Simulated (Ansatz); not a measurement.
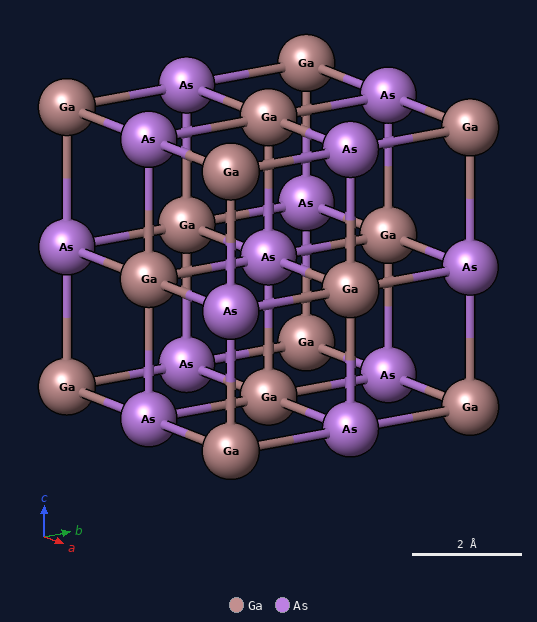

*The structure (ball-and-stick view of the cell 4 times as large as that of the calculation, set on its symmetry axes, seen at an oblique angle).*

Single-point calculation, with input and output: GaAs

- system: GaAs (Fm-3m, 2 atoms in the cell)
- method: density functional or hybrid calculation with the settings of its input, plane waves (Ansatz 0.2.0)

The structure was built on a prototype by a generator. The geometry comes from this level: r2SCAN.

The input:
```yaml
crystal:
  lattice:
    - [0.0, 2.6645247173, 2.6645247173]
    - [2.6645247173, 0.0, 2.6645247173]
    - [2.6645247173, 2.6645247173, 0.0]
  atoms:
    - { symbol: Ga, position: [0.0, 0.0, 0.0] }
    - { symbol: As, position: [0.5, 0.5, 0.5] }
kpoints:
  mp_grid: { grid: [4, 4, 4] }
hamiltonian:
  xc: { exchange: pbe, correlation: pbe, exx: { coeff: 1.5, omega: 0.5 } }
scf:
  occupations: { method: fermi_dirac, width: 0.02 }
  n_extra_bands: 4
output:
  forces: true
  stress: true
  eigenvalues: true
```

Launched with:
```bash
ansatz run input.yaml --threads 4 --pin off --max-ram 3686MiB --backend cpu --events-out ev --progress --plain --runs-dir out
```

The program's output:
```
Error: invalid value for `hamiltonian.xc.exx.coeff`: must be finite and in (0, 1]; got 1.5
```

Outcome:

- outcome: refused by the program
- space group (tolerance 0.01 Å): Fm-3m (225)
- hardware: 4 CPU threads, shared host

Some settings of this run were drawn to be unusual or wrong. The program refused the input: “invalid value for `hamiltonian.xc.exx.coeff`: must be finite and in (0, 1]; got 1.5”
